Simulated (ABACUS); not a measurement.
Band-structure run, with input and output: ZrO$_{2}$ (part 1 of 2)

System: ZrO$_{2}$ (3 atoms in the cell).
Method: Kohn-Sham DFT of a periodic cell, B86bPBE, SPMS ONCV 1.0 PBE, no spin polarisation (ABACUS 3.10.1).

The structure derives from a Materials Project entry.

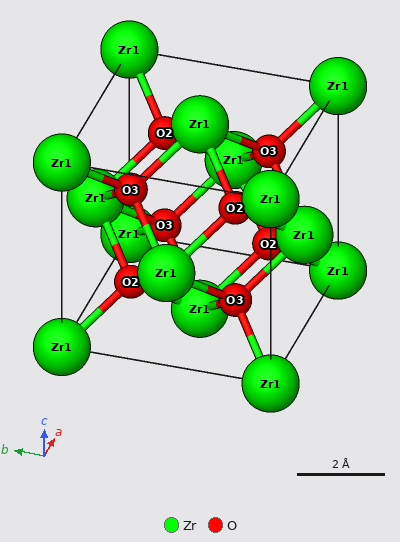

Fig. 1: The structure (ball-and-stick view of the cell 4 times as large as that of the calculation, set on its symmetry axes, seen at an oblique angle; atoms are numbered from 1 in the order of the input). Near neighbours in the crystal (not all of them lie inside the picture): Zr has 8 O at 2.20 Å; O has 4 Zr at 2.20 Å.

**Key numbers**

```csv
quantity,value
outcome,converged
space group (tolerance 0.01 Å),Fm-3m (225)
electrons treated,24
free energy,−2294.9587 eV
Fermi energy of the self-consistent step,14.102 eV
gap on the k-point mesh,3.45 eV
pressure,5.65 GPa
largest force (length of the vector),under 0.001 eV/Å
hardware,"4 threads of AMD EPYC (Zen 4), 16 GiB of memory available, shared host"
wall time,7.6 s (CPU time 27 s)
peak memory,0.32 GiB
```

**Notes**

The cell is under a pressure of 5.6 GPa at this level, so it is not at its equilibrium volume.

**Input file**
```python
"""ABACUS run from a structure file: ASE reads it, the script writes STRU, KPT and INPUT."""
import re
import subprocess
import spglib
from ase import Atoms
from ase.io import read
from ase.units import Bohr

atoms = read("ZrO2.cif")
cell, frac, numbers = spglib.standardize_cell((atoms.cell[:], atoms.get_scaled_positions(), atoms.numbers), to_primitive=True, symprec=1e-4)
atoms = Atoms(numbers=numbers, cell=cell, scaled_positions=frac, pbc=True)  # the primitive cell
atoms = atoms[(-atoms.numbers).argsort(kind="stable")]  # ABACUS lists atoms element by element
pseudo = {'Zr': '40_Zr_12_2.0_2.5_pbe_n_v1.0.upf', 'O': '08_O_6_1.2_1.4_pbe_n_v1.0.upf'}
orbital = {}
magmoms = None
kmesh = [7, 7, 7]
params = {
    'suffix': 'ZrO2',
    'calculation': 'scf',
    'basis_type': 'pw',
    'pseudo_dir': './',
    'symmetry': 1,
    'dft_functional': 'GGA_X_B86_MGC+GGA_C_PBE',
    'ecutwfc': 84,
    'pseudo_rcut': 10,
    'nspin': 1,
    'nbands': 22,
    'ks_solver': 'dav',
    'smearing_method': 'fd',
    'smearing_sigma': 0.00367493,
    'scf_thr': 1e-08,
    'scf_nmax': 100,
    'mixing_type': 'broyden',
    'mixing_beta': 0.7,
    'cal_force': 1,
    'cal_stress': 1,
    'out_chg': 1,
    'out_pot': 2,
    'out_elf': 1,
}

symbols = atoms.get_chemical_symbols()
elements = list(dict.fromkeys(symbols))
lines = ["ATOMIC_SPECIES"] + [f"{e} {atoms.get_masses()[symbols.index(e)]:.4f} {pseudo[e]}" for e in elements]
if orbital:
    lines += ["", "NUMERICAL_ORBITAL"] + [orbital[e] for e in elements]
lines += ["", "LATTICE_CONSTANT", f"{1 / Bohr:.10f}", "", "LATTICE_VECTORS"]
lines += [" ".join(f"{x:.10f}" for x in v) for v in atoms.cell]
lines += ["", "ATOMIC_POSITIONS", "Direct"]
for e in elements:
    lines += ["", e, "0.0", str(symbols.count(e))]
    for i, p in enumerate(atoms.get_scaled_positions(wrap=False)):
        if symbols[i] == e:
            mag = "" if magmoms is None else " mag " + " ".join(str(x) for x in (magmoms[i] if isinstance(magmoms[i], list) else [magmoms[i]]))
            lines.append(" ".join(f"{x:.10f}" for x in p) + " 1 1 1" + mag)
open("STRU", "w").write("\n".join(lines) + "\n")
open("KPT", "w").write("K_POINTS\n0\nGamma\n%d %d %d 0 0 0\n" % tuple(kmesh))
open("INPUT", "w").write("INPUT_PARAMETERS\n" + "".join(f"{k:<20s}{v}\n" for k, v in params.items()))

done = subprocess.run(['mpirun', '-np', '4', 'abacus'])
if done.returncode:
    raise SystemExit(done.returncode)
log = open("OUT.ZrO2/running_scf.log").read()
print("final energy (eV):", re.findall(r"FINAL_ETOT_IS (\S+)", log))
```

**File ZrO2.cif**
```
data_ZrO2
_cell_length_a 5.09014541
_cell_length_b 5.09014541
_cell_length_c 5.09014541
_cell_angle_alpha 90.00000000
_cell_angle_beta 90.00000000
_cell_angle_gamma 90.00000000
_space_group_name_H-M_alt 'Fm-3m'
_space_group_name_Hall '-F 4 2 3'
_space_group_IT_number 225
loop_
_space_group_symop_operation_xyz
'x,y,z'
'-x,-y,-z'
'-y,x,z'
'y,-x,-z'
'-x,-y,z'
'x,y,-z'
'y,-x,z'
'-y,x,-z'
'x,-y,-z'
'-x,y,z'
'-y,-x,-z'
'y,x,z'
'-x,y,-z'
'x,-y,z'
'y,x,-z'
'-y,-x,z'
'z,x,y'
'-z,-x,-y'
'z,-y,x'
'-z,y,-x'
'z,-x,-y'
'-z,x,y'
'z,y,-x'
'-z,-y,x'
'-z,x,-y'
'z,-x,y'
'-z,-y,-x'
'z,y,x'
'-z,-x,y'
'z,x,-y'
'-z,y,x'
'z,-y,-x'
'y,z,x'
'-y,-z,-x'
'x,z,-y'
'-x,-z,y'
'-y,z,-x'
'y,-z,x'
'-x,z,y'
'x,-z,-y'
'-y,-z,x'
'y,z,-x'
'-x,-z,-y'
'x,z,y'
'y,-z,-x'
'-y,z,x'
'x,-z,y'
'-x,z,-y'
'x,y+1/2,z+1/2'
'-x,-y+1/2,-z+1/2'
'-y,x+1/2,z+1/2'
'y,-x+1/2,-z+1/2'
'-x,-y+1/2,z+1/2'
'x,y+1/2,-z+1/2'
'y,-x+1/2,z+1/2'
'-y,x+1/2,-z+1/2'
'x,-y+1/2,-z+1/2'
'-x,y+1/2,z+1/2'
'-y,-x+1/2,-z+1/2'
'y,x+1/2,z+1/2'
'-x,y+1/2,-z+1/2'
'x,-y+1/2,z+1/2'
'y,x+1/2,-z+1/2'
'-y,-x+1/2,z+1/2'
'z,x+1/2,y+1/2'
'-z,-x+1/2,-y+1/2'
'z,-y+1/2,x+1/2'
'-z,y+1/2,-x+1/2'
'z,-x+1/2,-y+1/2'
'-z,x+1/2,y+1/2'
'z,y+1/2,-x+1/2'
'-z,-y+1/2,x+1/2'
'-z,x+1/2,-y+1/2'
'z,-x+1/2,y+1/2'
'-z,-y+1/2,-x+1/2'
'z,y+1/2,x+1/2'
'-z,-x+1/2,y+1/2'
'z,x+1/2,-y+1/2'
'-z,y+1/2,x+1/2'
'z,-y+1/2,-x+1/2'
'y,z+1/2,x+1/2'
'-y,-z+1/2,-x+1/2'
'x,z+1/2,-y+1/2'
'-x,-z+1/2,y+1/2'
'-y,z+1/2,-x+1/2'
'y,-z+1/2,x+1/2'
'-x,z+1/2,y+1/2'
'x,-z+1/2,-y+1/2'
'-y,-z+1/2,x+1/2'
'y,z+1/2,-x+1/2'
'-x,-z+1/2,-y+1/2'
'x,z+1/2,y+1/2'
'y,-z+1/2,-x+1/2'
'-y,z+1/2,x+1/2'
'x,-z+1/2,y+1/2'
'-x,z+1/2,-y+1/2'
'x+1/2,y,z+1/2'
'-x+1/2,-y,-z+1/2'
'-y+1/2,x,z+1/2'
'y+1/2,-x,-z+1/2'
'-x+1/2,-y,z+1/2'
'x+1/2,y,-z+1/2'
'y+1/2,-x,z+1/2'
'-y+1/2,x,-z+1/2'
'x+1/2,-y,-z+1/2'
'-x+1/2,y,z+1/2'
'-y+1/2,-x,-z+1/2'
'y+1/2,x,z+1/2'
'-x+1/2,y,-z+1/2'
'x+1/2,-y,z+1/2'
'y+1/2,x,-z+1/2'
'-y+1/2,-x,z+1/2'
'z+1/2,x,y+1/2'
'-z+1/2,-x,-y+1/2'
'z+1/2,-y,x+1/2'
'-z+1/2,y,-x+1/2'
'z+1/2,-x,-y+1/2'
'-z+1/2,x,y+1/2'
'z+1/2,y,-x+1/2'
'-z+1/2,-y,x+1/2'
'-z+1/2,x,-y+1/2'
'z+1/2,-x,y+1/2'
'-z+1/2,-y,-x+1/2'
'z+1/2,y,x+1/2'
'-z+1/2,-x,y+1/2'
'z+1/2,x,-y+1/2'
'-z+1/2,y,x+1/2'
'z+1/2,-y,-x+1/2'
'y+1/2,z,x+1/2'
'-y+1/2,-z,-x+1/2'
'x+1/2,z,-y+1/2'
'-x+1/2,-z,y+1/2'
'-y+1/2,z,-x+1/2'
'y+1/2,-z,x+1/2'
'-x+1/2,z,y+1/2'
'x+1/2,-z,-y+1/2'
'-y+1/2,-z,x+1/2'
'y+1/2,z,-x+1/2'
'-x+1/2,-z,-y+1/2'
'x+1/2,z,y+1/2'
'y+1/2,-z,-x+1/2'
'-y+1/2,z,x+1/2'
'x+1/2,-z,y+1/2'
'-x+1/2,z,-y+1/2'
'x+1/2,y+1/2,z'
'-x+1/2,-y+1/2,-z'
'-y+1/2,x+1/2,z'
'y+1/2,-x+1/2,-z'
'-x+1/2,-y+1/2,z'
'x+1/2,y+1/2,-z'
'y+1/2,-x+1/2,z'
'-y+1/2,x+1/2,-z'
'x+1/2,-y+1/2,-z'
'-x+1/2,y+1/2,z'
'-y+1/2,-x+1/2,-z'
'y+1/2,x+1/2,z'
'-x+1/2,y+1/2,-z'
'x+1/2,-y+1/2,z'
'y+1/2,x+1/2,-z'
'-y+1/2,-x+1/2,z'
'z+1/2,x+1/2,y'
'-z+1/2,-x+1/2,-y'
'z+1/2,-y+1/2,x'
'-z+1/2,y+1/2,-x'
'z+1/2,-x+1/2,-y'
'-z+1/2,x+1/2,y'
'z+1/2,y+1/2,-x'
'-z+1/2,-y+1/2,x'
'-z+1/2,x+1/2,-y'
'z+1/2,-x+1/2,y'
'-z+1/2,-y+1/2,-x'
'z+1/2,y+1/2,x'
'-z+1/2,-x+1/2,y'
'z+1/2,x+1/2,-y'
'-z+1/2,y+1/2,x'
'z+1/2,-y+1/2,-x'
'y+1/2,z+1/2,x'
'-y+1/2,-z+1/2,-x'
'x+1/2,z+1/2,-y'
'-x+1/2,-z+1/2,y'
'-y+1/2,z+1/2,-x'
'y+1/2,-z+1/2,x'
'-x+1/2,z+1/2,y'
'x+1/2,-z+1/2,-y'
'-y+1/2,-z+1/2,x'
'y+1/2,z+1/2,-x'
'-x+1/2,-z+1/2,-y'
'x+1/2,z+1/2,y'
'y+1/2,-z+1/2,-x'
'-y+1/2,z+1/2,x'
'x+1/2,-z+1/2,y'
'-x+1/2,z+1/2,-y'
loop_
_atom_site_label
_atom_site_type_symbol
_atom_site_symmetry_multiplicity
_atom_site_Wyckoff_symbol
_atom_site_fract_x
_atom_site_fract_y
_atom_site_fract_z
_atom_site_occupancy
Zr1 Zr 4 a 0.0000000000 0.0000000000 0.0000000000 1
O1 O 8 c 0.2500000000 0.2500000000 0.7500000000 1
```

**File INPUT**
```
INPUT_PARAMETERS
suffix              ZrO2
calculation         scf
basis_type          pw
pseudo_dir          ./
symmetry            1
dft_functional      GGA_X_B86_MGC+GGA_C_PBE
ecutwfc             84
pseudo_rcut         10
nspin               1
nbands              22
ks_solver           dav
smearing_method     fd
smearing_sigma      0.00367493
scf_thr             1e-08
scf_nmax            100
mixing_type         broyden
mixing_beta         0.7
cal_force           1
cal_stress          1
out_chg             1
out_pot             2
out_elf             1
```

**File STRU**
```
ATOMIC_SPECIES
Zr 91.2240 40_Zr_12_2.0_2.5_pbe_n_v1.0.upf
O 15.9990 08_O_6_1.2_1.4_pbe_n_v1.0.upf

LATTICE_CONSTANT
1.8897261258

LATTICE_VECTORS
0.0000000000 2.5450727050 2.5450727050
2.5450727050 0.0000000000 2.5450727050
2.5450727050 2.5450727050 0.0000000000

ATOMIC_POSITIONS
Direct

Zr
0.0
1
0.0000000000 0.0000000000 -0.0000000000 1 1 1

O
0.0
2
0.7500000000 0.7500000000 0.7500000000 1 1 1
0.2500000000 0.2500000000 0.2500000000 1 1 1
```

**File KPT**
```
K_POINTS
0
Gamma
7 7 7 0 0 0
```

Command:
```bash
OMP_NUM_THREADS=1 python run_abacus.py > log
```

**Log**
```
ABACUS v3.10.1

               Atomic-orbital Based Ab-initio Computation at UStc

 ------------------------------------------------------------------------------------

 READING GENERAL INFORMATION
                           global_out_dir = OUT.ZrO2/
                           global_in_card = INPUT
                               pseudo_dir = ./
                              orbital_dir =
                                    DSIZE = 4
                                    GSIZE = 1

 READING UNITCELL INFORMATION
                                    ntype = 2
                  lattice constant (Bohr) = 1.88973
              lattice constant (Angstrom) = 1

 READING ATOM TYPE 1
                               atom label = Zr
                      L=0, number of zeta = 1
                      L=1, number of zeta = 1
                      L=2, number of zeta = 1
             number of atom for this type = 1

 READING ATOM TYPE 2
                               atom label = O
                      L=0, number of zeta = 1
                      L=1, number of zeta = 1
                      L=2, number of zeta = 1
             number of atom for this type = 2

                        TOTAL ATOM NUMBER = 3
DIRECT COORDINATES
    atom                   x                   y                   z     mag                  vx                  vy                  vz
taud_Zr1            0.0000000000        0.0000000000        0.0000000000  0.0000        0.0000000000        0.0000000000        0.0000000000
taud_O1            0.7500000000        0.7500000000        0.7500000000  0.0000        0.0000000000        0.0000000000        0.0000000000
taud_O2            0.2500000000        0.2500000000        0.2500000000  0.0000        0.0000000000        0.0000000000        0.0000000000

                          Volume (Bohr^3) = 222.499
                             Volume (A^3) = 32.9708

 Lattice vectors: (Cartesian coordinate: in unit of a_0)
                   +0            +2.54507            +2.54507
             +2.54507                  +0            +2.54507
             +2.54507            +2.54507                  +0
 Reciprocal vectors: (Cartesian coordinate: in unit of 2 pi/a_0)
            -0.196458           +0.196458           +0.196458
            +0.196458           -0.196458           +0.196458
            +0.196458           +0.196458           -0.196458
 The esolver type has been set to : ksdft_pw

                PAO radial cut off (Bohr) = 10

 Read in pseudopotential file is 40_Zr_12_2.0_2.5_pbe_n_v1.0.upf
                     pseudopotential type = NC
          exchange-correlation functional = PBE
                 nonlocal core correction = 1
                        valence electrons = 12
                                     lmax = 2
                           number of zeta = 4
                     number of projectors = 6
                           L of projector = 0
                           L of projector = 0
                           L of projector = 1
                           L of projector = 1
                           L of projector = 2
                           L of projector = 2
 XC functional updated to : GGA_X_B86_MGC+GGA_C_PBE
          exchange-correlation functional = GGA_X_B86_MGC+GGA_C_PBE
                PAO radial cut off (Bohr) = 10

 Read in pseudopotential file is 08_O_6_1.2_1.4_pbe_n_v1.0.upf
                     pseudopotential type = NC
          exchange-correlation functional = PBE
                 nonlocal core correction = 1
                        valence electrons = 6
                                     lmax = 2
                           number of zeta = 2
                     number of projectors = 5
                           L of projector = 0
                           L of projector = 0
                           L of projector = 1
                           L of projector = 1
                           L of projector = 2
 XC functional updated to : GGA_X_B86_MGC+GGA_C_PBE
          exchange-correlation functional = GGA_X_B86_MGC+GGA_C_PBE
     initial pseudo atomic orbital number = 18

 SETUP THE ELECTRONS NUMBER
            electron number of element Zr = 12
      total electron number of element Zr = 12
             electron number of element O = 6
       total electron number of element O = 12
            AUTOSET number of electrons:  = 24
                           occupied bands = 12
                                   NBANDS = 22
                                   NLOCAL = 27

%%%%%%%%%%%%%%%%%%%%%%%%%%%%%%%%%%%%%%%%%%%%%%%%%%%%%%%%%%%%%%%%%%%%%%%%%%%%%%%%%%%%%%%%%%%%%%%%%%%%%%%%%%
 Warning: the number of valence electrons in pseudopotential > 4 for Zr: [Kr] 4d2 5s2
 Pseudopotentials with additional electrons can yield (more) accurate outcomes, but may be less efficient.
 If you're confident that your chosen pseudopotential is appropriate, you can safely ignore this warning.
%%%%%%%%%%%%%%%%%%%%%%%%%%%%%%%%%%%%%%%%%%%%%%%%%%%%%%%%%%%%%%%%%%%%%%%%%%%%%%%%%%%%%%%%%%%%%%%%%%%%%%%%%%

 SETUP THE PLANE WAVE BASIS
 energy cutoff for charge/potential (unit:Ry) = 336
            fft grid for charge/potential = [ 40, 40, 40 ]
                        fft grid division = [ 1, 1, 1 ]
        big fft grid for charge/potential = [ 40, 40, 40 ]
                                     nbxx = 16000
                                     nrxx = 16000

 SETUP PLANE WAVES FOR CHARGE/POTENTIAL
                    number of plane waves = 23169
                         number of sticks = 1069

 PARALLEL PW FOR CHARGE/POTENTIAL
     PROC   COLUMNS(POT)             PW
        1            267           5792
        2            268           5794
        3            267           5791
        4            267           5792
 --------------- sum -------------------
        4           1069          23169
                            number of |g| = 264
                                  max |g| = 30.3749
                                  min |g| = 0

----------- Double Check Mixing Parameters Begin ------------
mixing_type: broyden
mixing_beta: 0.7
mixing_gg0: 1
mixing_gg0_min: 0.1
mixing_ndim: 8
----------- Double Check Mixing Parameters End ------------
```
